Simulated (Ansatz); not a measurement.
# Calculations on TaN

### Relaxation

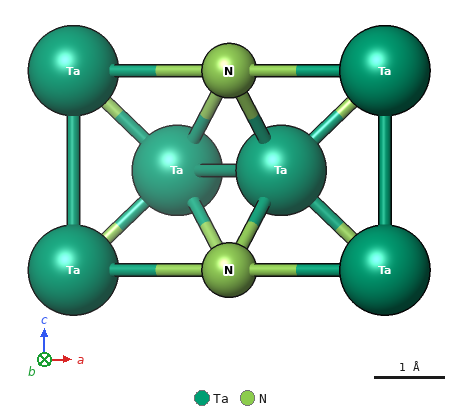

Crystalline TaN (set up in P6/mmm), before the relaxation. Style: ball-and-stick. Shown: the cell of the calculation, along the b axis.

Case: relaxed at 3 GPa.

Theory: Ansatz, DFT r2SCAN, scalar-relativistic, plane waves, PAW.

Input
```yaml
crystal:
  lattice:
    - [5.1904154818, 0.0, 0.0]
    - [-2.5952077409, 4.4950316634, 0.0]
    - [0.0, 0.0, 2.8776831335]
  atoms:
    - { symbol: Ta, position: [0.0, 0.0, 0.0] }
    - { symbol: Ta, position: [0.3333333333, 0.6666666667, 0.5] }
    - { symbol: Ta, position: [0.6666666667, 0.3333333333, 0.5] }
    - { symbol: "N", position: [0.5, 0.0, 0.0] }
    - { symbol: "N", position: [0.5, 0.5, 0.0] }
    - { symbol: "N", position: [0.0, 0.5, 0.0] }
basis:
  ecutwfc: 500
kpoints:
  mp_grid: { grid: [12, 12, 12] }
hamiltonian:
  xc: r2scan
scf:
  occupations: { method: gaussian, width: 0.1 }
output:
  forces: true
  stress: true
  eigenvalues: true
relax:
  adjacent_minimum: "off"
  f_tol: 0.008
  max_steps: 50
  cell: { stress_tol: 0.08, p_target: 3.0 }
```

Launched with:
```bash
ansatz run input.yaml --threads 1 --pin off --max-ram 2560MiB --backend cpu --events-out ev --progress --plain --runs-dir out
```

Predict the outcome.

Answer. The atoms keep their places relative to the cell (all moves are under 0.005 Å). The volume changes by +1.8 %, with a = b 5.190 → 5.217 Å (+0.5 %), c 2.878 → 2.901 Å (+0.8 %). Near-neighbour distances that change, for instance: Ta1–Ta1 2.878 → 2.901 Å, Ta1–Ta2 3.324 → 3.343 Å, Ta2–Ta3 2.997 → 3.012 Å, Ta2–N4 2.077 → 2.091 Å. The space group stays P6/mmm (No. 191). The energy falls by 8.3 meV per atom in 3 accepted moves (4 points after the start). With the target pressure of 3 GPa, the enthalpy E + pV changes by −4.4 meV per atom. All forces vanish by symmetry, so only the cell relaxes. Pressure: 9.59 GPa at the start and 2.99 GPa at the end. At 1 point the geometry stayed and the basis and grid were re-selected for the new cell (energy shift of 0.1 meV per atom at most each time).

Step by step:

| step | E − E(0), meV/atom | pressure, GPa | volume, Å³/atom | note |
| --- | --- | --- | --- | --- |
| 0 | 0.00 | 9.59 | 11.190 |  |
| 1 | -9.06 | 0.57 | 11.481 |  |
| 2 | -8.16 | 2.95 | 11.396 |  |
| 3 | -8.18 | 2.99 | 11.397 |  |
| 4 | -8.28 | 2.99 | 11.397 | same geometry, new basis |

### Relaxation

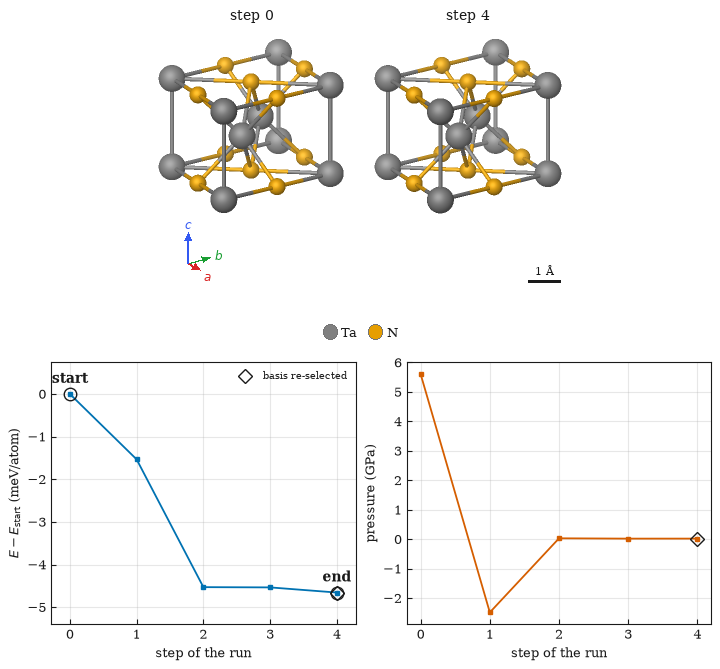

First and last geometry of a relaxation of solid TaN (set up in P6/mmm), with the history of the run. Style: ball-and-stick. Shown: the cell of the calculation, slightly off an axis.

All numbers below come from DFT r2SCAN, scalar-relativistic, plane waves, PAW in Ansatz 0.2.0. Set-up: plane-wave cutoff 500 eV; k-point mesh 12 × 12 × 12; occupations gaussian; smearing width 0.1 eV; no spin polarisation; cell and atoms relaxed; force threshold 0.005 eV/Å; at most 80 steps.

Did the run converge, and what did it change?

Answer. It converged. Over 3 accepted moves (4 points after the start) the energy falls by 4.7 meV per atom. All forces vanish by symmetry, so only the cell relaxes. The pressure goes from 5.61 to 0.02 GPa. The SCF was repeated once at an unchanged geometry on a basis and grid sized afresh for the cell, which shifted the energy by 0.1 meV per atom at most. No atom moves by more than 0.005 Å relative to the cell. Cell: a = b 5.185 → 5.239 Å (+1.0 %), c 2.908 → 2.905 Å (−0.1 %). Volume +2.0 %. Some distances before and after: Ta–Ta 2.994 → 3.025 Å, Ta–Ta 3.328 → 3.356 Å, N–Ta 2.592 → 2.620 Å, N–Ta 2.087 → 2.097 Å. The space group stays P6/mmm (No. 191).

```tsv
step	E − E(0), meV/atom	pressure, GPa	volume, Å³/atom	note
0	0.00	5.61	11.284	
1	-1.53	-2.48	11.647	
2	-4.53	0.03	11.511	
3	-4.54	0.02	11.509	
4	-4.66	0.02	11.509	same geometry, new basis
```

### A change

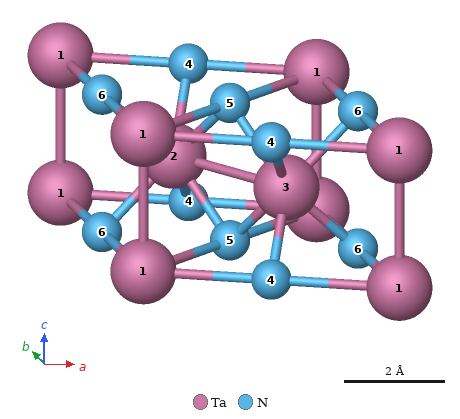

This is crystalline TaN (set up in P6/mmm). The picture is a ball-and-stick view of the cell of the calculation, seen from a free direction.

Level of theory: Ansatz, DFT r2SCAN, scalar-relativistic, plane waves, PAW. (plane-wave cutoff 500 eV; k-point mesh 12 × 12 × 12; occupations gaussian; smearing width 0.1 eV; no spin polarisation)

Change: The crystal is put under a hydrostatic pressure of 60 GPa. Cell and atoms are relaxed at that pressure.

Question: What does the calculation give for the changed structure?

Answer: The volume changes by −13.9 %, with a = b 5.239 → 4.913 Å (−6.2 %), c 2.905 → 2.845 Å (−2.0 %). No atom moves by more than 0.005 Å relative to the cell. Some distances before and after: Ta–Ta 3.025 → 2.837 Å, N–Ta 2.620 → 2.457 Å, N–Ta 2.097 → 2.009 Å, Ta–Ta 2.905 → 2.845 Å. The space group stays P6/mmm (No. 191). The energy rises by 264 meV per atom. Pressure: 0.0 GPa before, 60.0 GPa after.

The changed structure in the same view:

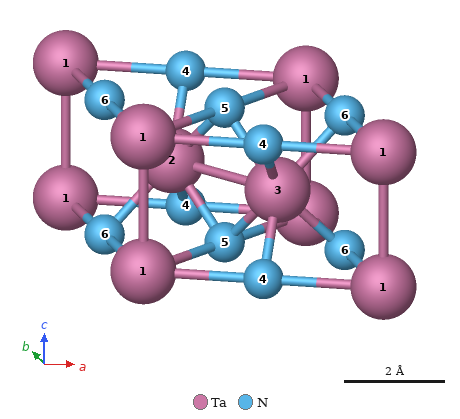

### Series

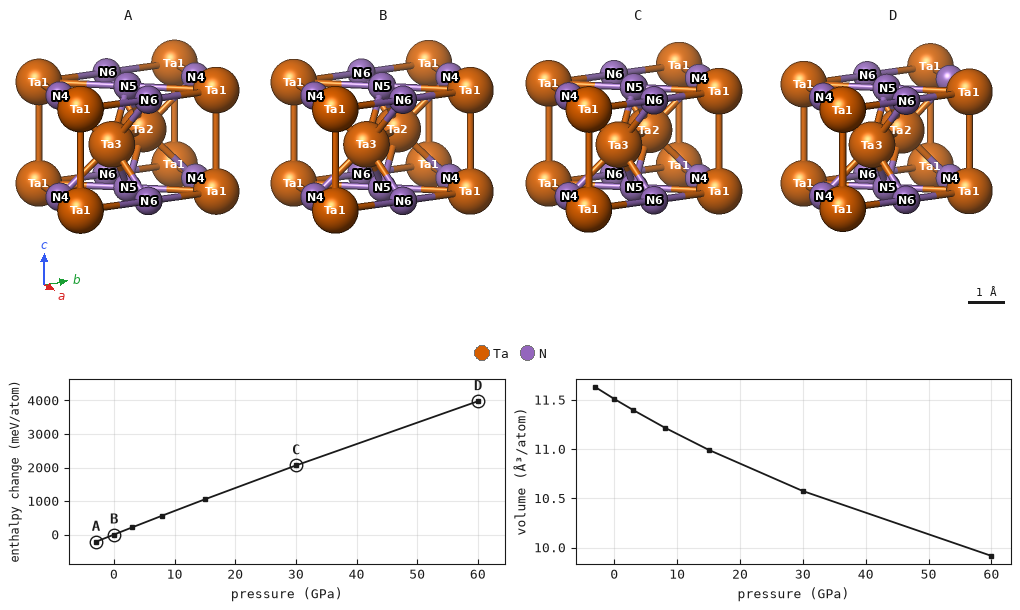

Members of a series of calculations on a crystal of TaN (set up in P6/mmm), marked on the first curve. Style: ball-and-stick. Shown: the cell of the calculation, slightly off an axis.

All numbers below come from DFT r2SCAN, scalar-relativistic, plane waves, PAW in Ansatz. Settings: plane-wave cutoff 500 eV; k-point mesh 12 × 12 × 12; occupations gaussian; smearing width 0.1 eV; no spin polarisation.

Describe the series.

Answer. The structure is relaxed at several pressures. A (pressure −3.0 GPa): enthalpy change −217 meV/atom, volume 11.63 Å³ per atom. B (pressure 0.0 GPa): enthalpy change 0.0 meV/atom, volume 11.51 Å³ per atom. C (pressure 30.0 GPa): enthalpy change 2062 meV/atom, volume 10.57 Å³ per atom. D (pressure 60.0 GPa): enthalpy change 3977 meV/atom, volume 9.91 Å³ per atom. The rest compares A with D. The volume changes by −14.7 %, with a = b 5.262 → 4.913 Å (−6.6 %), c 2.909 → 2.845 Å (−2.2 %). Near-neighbour distances before and after: Ta–Ta 3.038 → 2.837 Å, N–Ta 2.631 → 2.457 Å, N–Ta 2.103 → 2.009 Å.
